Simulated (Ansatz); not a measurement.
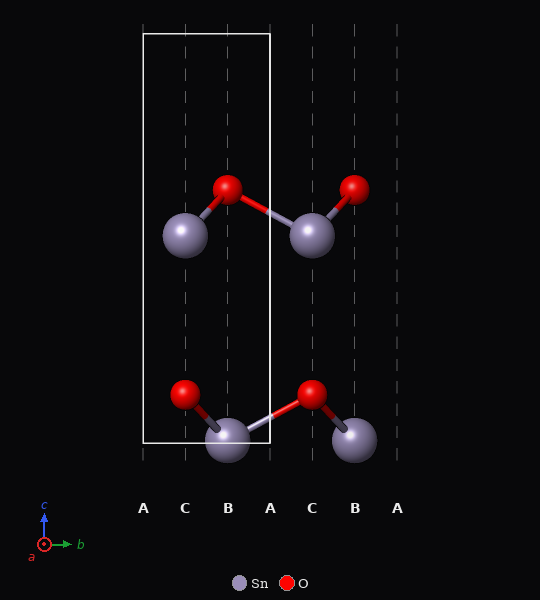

Projection along an edge of the hexagonal mesh, stacking direction c upwards. The dashed lines mark the three columns A (0, 0), B (1/3, 2/3) and C (2/3, 1/3). The sequence starts with the first layer at or above the cell's origin.

The compound is SnO (space group P6_3mc, No. 186), taken as the input geometry of an electronic-structure calculation (not necessarily at equilibrium); the starting structure was generated, so it need not be a known form of this composition.

> Give the sequence of layers in one repeat, with element and column.

Sn(B) – O(C) – Sn(C) – O(B) (four layers in 9.22 Å).
